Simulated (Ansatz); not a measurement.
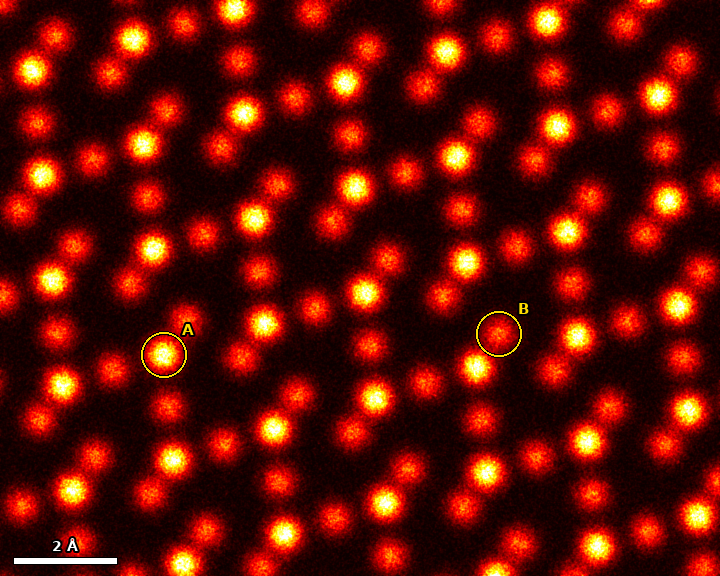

Dark-field STEM-like image of Co (Pm-3n, No. 223) along [211]. Simulation: incoherent imaging, intensity Z^1.7 per atom, probe width 0.50 Å, thin sample. Shot noise was added. Model: the input geometry of a calculation; the starting structure was generated, so it need not be a known form of this composition.

```cif
data_structure
_symmetry_space_group_name_H-M 'Pm-3n'
_symmetry_Int_Tables_number 223
_cell_length_a 4.4978
_cell_length_b 4.4978
_cell_length_c 4.4978
_cell_angle_alpha 90.000
_cell_angle_beta 90.000
_cell_angle_gamma 90.000
_cell_volume 90.99
loop_
_atom_site_label
_atom_site_type_symbol
_atom_site_symmetry_multiplicity
_atom_site_Wyckoff_symbol
_atom_site_fract_x
_atom_site_fract_y
_atom_site_fract_z
_atom_site_occupancy
Co1 Co 2 a 0.00000 0.00000 0.00000 1
Co2 Co 6 c 0.25000 0.00000 0.50000 1
```

**Which atoms make up the marked columns?**

A: Co (2 Co per 11.02 Å along the beam; the brightest kind). B: Co (1 Co per 11.02 Å along the beam; about 50 % of the brightest peak). Brightness is counted from the darkest point of the image.
